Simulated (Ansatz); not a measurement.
Structure data:

```
CELL_PARAMETERS angstrom
3.13541 0.00000 0.00000
-1.56770 2.71534 0.00000
0.00000 0.00000 5.40385
ATOMIC_POSITIONS crystal
Hf 0.66667 0.33333 0.75000
Hf 0.33333 0.66667 0.25000
N 0.00000 0.00000 0.00000
N 0.00000 0.00000 0.50000
```

> Give a crystallographic description of this input.

Its composition is HfN. The structure has P6_3/mmc (No. 194) symmetry and a primitive hexagonal lattice. The structure is of the kind named anti-NiAs type. With Z = 2, the cell contains 2 Hf, 2 N.

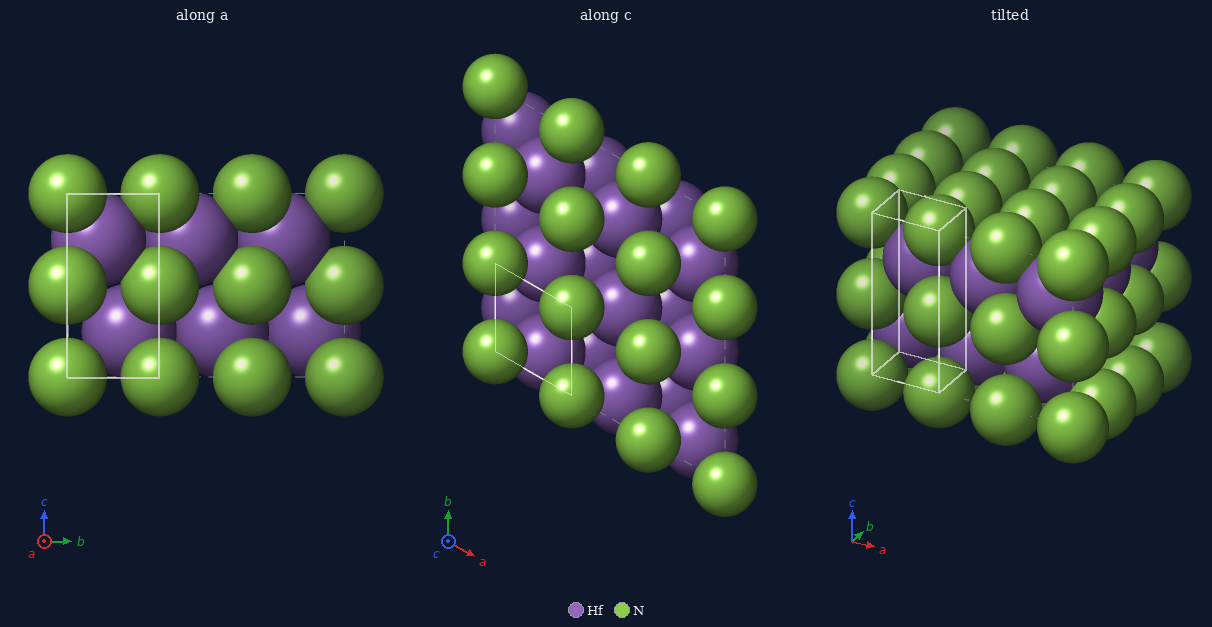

Structure drawing (space-filling), viewed along the a axis, along the c axis and slightly off an axis. The conventional unit cell (solid box) is repeated to 3×3×1 cells. Colours: hafnium purple, nitrogen green.

The cell started as a structure listed in the Materials Project. It was relaxed with Ansatz 0.2.0, DFT PBEsol, scalar-relativistic, plane waves, PAW under a constraint or pressure on the cell, so some stress remains.
